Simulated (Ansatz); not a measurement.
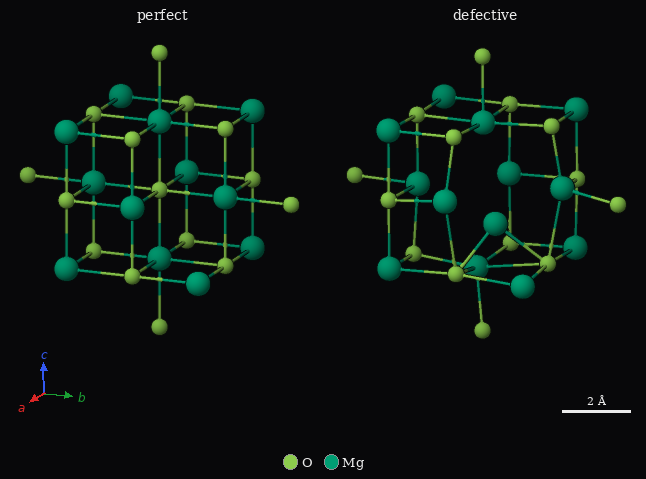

Left: perfect MgO. Right: the same region with one point defect, after relaxing the atoms in a supercell of 64 sites. Style: ball-and-stick. Shown: the atoms within 4.6 Å of one point, in a slice 5.0 Å thick across the line of sight, slightly off an axis.

Method: Ansatz, DFT, PBEsol, PAW, plane waves. Set-up: plane-wave cutoff 420 eV; k-point mesh 1 × 1 × 1; mesh shifted by (0.25, 0.25, 0.25); collinear spin. Fermi-Dirac smearing of 0.01 eV. A uniform background neutralises the charged cell. The axes drawn are those of the host's conventional cell.

What kind of defect was made?

An oxygen atom is replaced by magnesium.

The charge state of the cell is +1.

What does the relaxation do around it?

In the host the O atom has 6 Mg at 2.11 Å; the Mg atom ends with 3 O at 2.00 to 2.09 Å, 3 Mg at 2.24 to 2.25 Å. Of the host's atoms, a magnesium atom moves furthest from its site, by 0.61 Å. The Mg atom itself moves 1.26 Å from where it was put. The cell's net moment is 1.00 μB.

Limits of the set-up: the periodic images lie only 8.4 Å apart, so the values are limited by the cell's size; the cell is charged, on a uniform background, and energies carry no finite-size correction.
